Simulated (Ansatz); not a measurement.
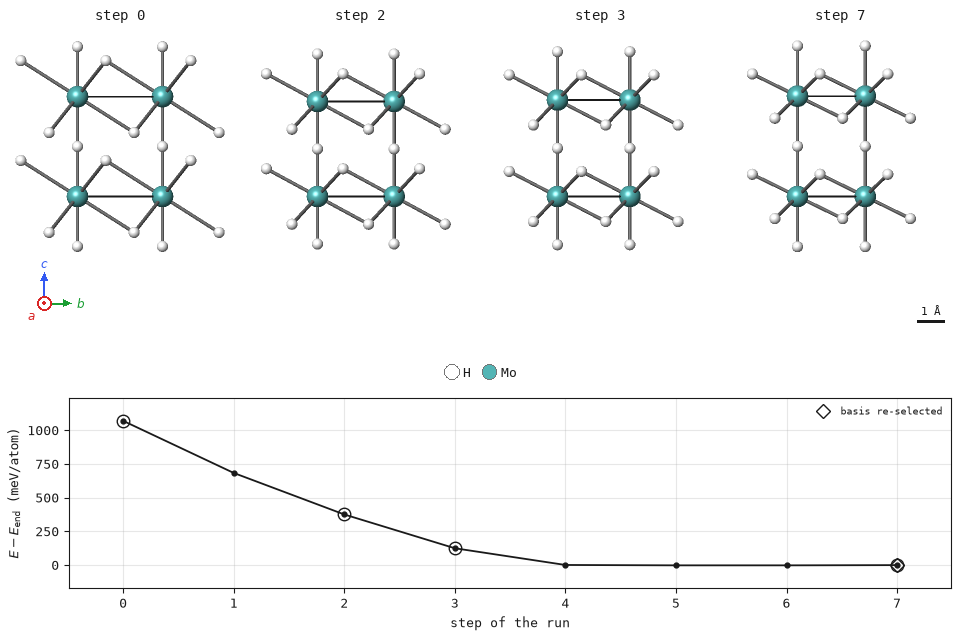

Frames of a relaxation of solid MoH$_{3}$ (a generated structure, set up in P-3m1) (coarse preliminary run), marked on the history of the run. Style: ball-and-stick. Shown: the cell of the calculation, along the a axis.

Level of theory: DFT PBE, scalar-relativistic, plane waves, PAW in Ansatz. (plane-wave cutoff 420 eV; k-point mesh 6 × 6 × 4; occupations gaussian; smearing width 0.1 eV; no spin polarisation; cell and atoms relaxed; force threshold 0.04 eV/Å; at most 70 steps)

Q: What happens along the run?

A: The energy falls by 1071 meV per atom in 6 accepted moves (7 points after the start). Largest force component: 1.8 eV/Å at the start, 0.0031 eV/Å at the end. Pressure: −28.51 GPa at the start and 0.00 GPa at the end. The SCF was repeated once at an unchanged geometry on a basis and grid sized afresh for the cell, which shifted the energy by 1.7 meV per atom at most. The largest moves relative to the cell, 0.53 Å, are those of H atoms. Mo stays in place. The volume changes by −36.1 %, with a = b 3.689 → 2.941 Å (−20.3 %), c 3.754 → 3.772 Å (+0.5 %). Some distances before and after: Mo–Mo 3.689 → 2.941 Å, H–Mo 2.523 → 1.891 Å, H–Mo 1.877 → 1.886 Å. The space group stays P-3m1 (No. 164). From step 0 to 2: H atoms move most (0.24 Å), volume −22.7 %, energy −695 meV per atom. From step 2 to 3: H atoms move most (0.12 Å), volume −9.3 %, energy −251 meV per atom. From step 3 to 7: H atoms move most (0.15 Å), volume −8.9 %, energy −125 meV per atom.

| step | E − E(0), meV/atom | largest force component, eV/Å | pressure, GPa | volume, Å³/atom | note |
| --- | --- | --- | --- | --- | --- |
| 0 | 0.00 | 1.8004 | -28.51 | 11.059 |  |
| 1 | -386.63 | 1.7665 | -27.81 | 9.645 |  |
| 2 | -694.71 | 1.5370 | -24.17 | 8.549 |  |
| 3 | -945.47 | 1.0339 | -17.32 | 7.751 |  |
| 4 | -1069.49 | 0.1946 | -1.69 | 7.060 |  |
| 5 | -1072.26 | 0.0130 | 0.47 | 7.040 |  |
| 6 | -1072.30 | 0.0045 | 0.11 | 7.064 |  |
| 7 | -1070.56 | 0.0031 | 0.00 | 7.064 | same geometry, new basis |

Limits of the set-up: the k-point mesh is coarse for a cell with partly filled bands.
